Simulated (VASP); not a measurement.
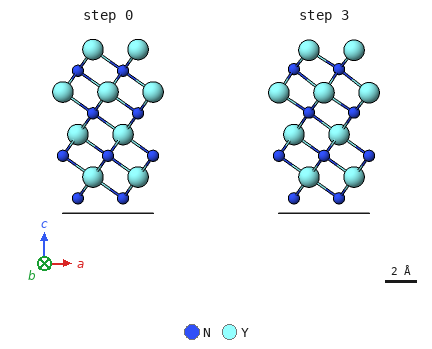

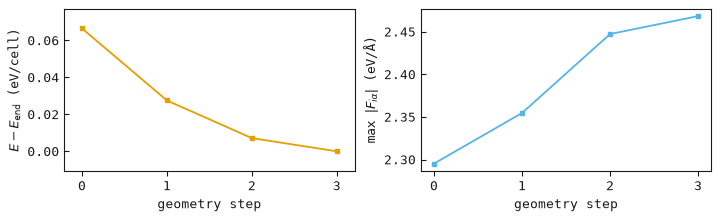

First and last geometry of a relaxation of a slab of composition YN, with the history of the run. A ball-and-stick model of the 2 × 1 repeat of the cell, outlined in the plane, without the vacuum, seen along the b axis.

The run lets the atoms move in a fixed cell. 4 atoms are held fixed.

The calculation used Kohn-Sham DFT of a periodic cell, BEEF-vdW, VASP PAW PBE potentials, recommended in VASP 6.6.1.

Input
```
SYSTEM = YN
ALGO     = Normal         ! electronic algorithm
DIPOL    = 0.5 0.5 0.500
EDIFF    = 1E-7           ! SCF threshold, eV
EDIFFG   = -0.01          ! ionic threshold
ENCUT    = 520            ! plane-wave cutoff, eV
GGA      = BF             ! functional
IBRION   = 2              ! ionic algorithm
IDIPOL   = 3            
ISIF     = 2              ! what is computed and relaxed
ISMEAR   = 0              ! smearing method
LASPH    = .TRUE.         ! aspherical terms in the spheres
LCHARG   = .FALSE.        ! write CHGCAR
LDIPOL   = .TRUE.       
LREAL    = .FALSE.        ! projectors in reciprocal space
LUSE_VDW = .TRUE.       
LWAVE    = .FALSE.        ! write WAVECAR
NELM     = 60             ! most SCF steps
NSW      = 40             ! ionic steps
PREC     = Accurate       ! precision mode
SIGMA    = 0.05           ! smearing width, eV
ZAB_VDW  = -1.8867
```

Command:
```bash
cat potpaw_PBE.64/N/POTCAR potpaw_PBE.64/Y_sv/POTCAR > POTCAR
mpirun -np 1 vasp_std > vasp.out
```

Read the history and describe the run.

The run was cut off at its time limit before the relaxation converged, so the last structure is only a point on the way. After 3 geometry steps the energy has fallen by 66.5 meV per cell of the calculation. The largest force component goes from 2.3 to 2.5 eV/Å. The atom that moves furthest is an N atom (0.11 Å along the normal (+c)). By element the largest moves are N 0.11 Å, Y 0.05 Å. The cell doesn't change. Among the contacts that change: N–Y 2.439 → 2.531 Å, N–Y 2.439 → 2.353 Å, N–Y 2.438 → 2.386 Å, Y–Y 3.449 → 3.411 Å. Bond angles that change, for instance: Y–N–Y 180.0° → 174.1°, N–Y–N 180.0° → 175.3°, N–Y–N 90.0° → 94.3°.

| step | E − E(0), meV/atom | largest force component, eV/Å |
| --- | --- | --- |
| 0 | 0.00 | 2.2953 |
| 1 | -4.87 | 2.3546 |
| 2 | -7.42 | 2.4473 |
| 3 | -8.31 | 2.4684 |
